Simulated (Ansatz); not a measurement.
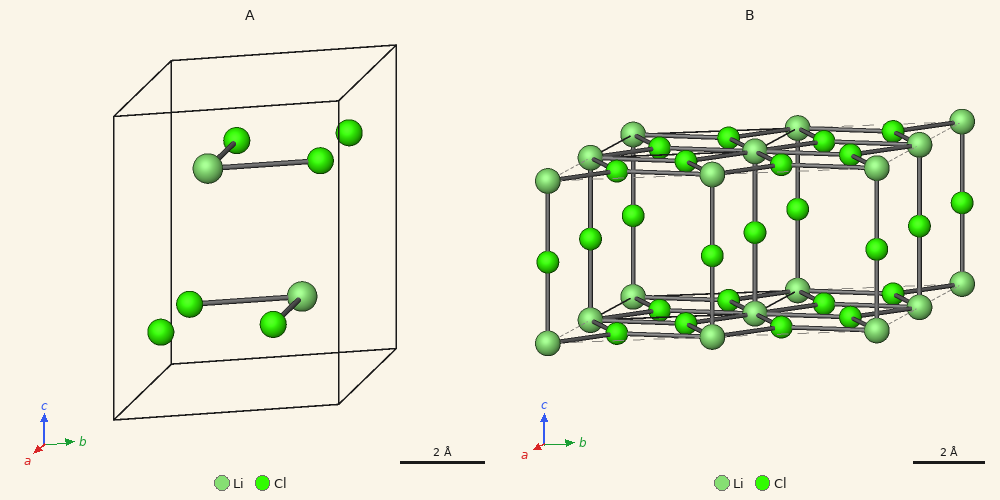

Two structures of LiCl3, each relaxed to rest (conventional cells in solid outline, small ones repeated, not to one scale). Method: Ansatz, DFT PBE, scalar-relativistic, plane waves, PAW, without spin polarisation.

> Identify the two structures.

A: 8 atoms a cell on a primitive hexagonal lattice, P6_3/mmc. B: 4 atoms a cell on a primitive hexagonal lattice, P6/mmm.

> A or B: which is lower in energy?

A is lower, by 35 meV/atom at this level of theory (energies at zero smearing). Volumes: A 25.3, B 23.5 Å³/atom.

One or both may be structure types tried for this composition rather than known phases.
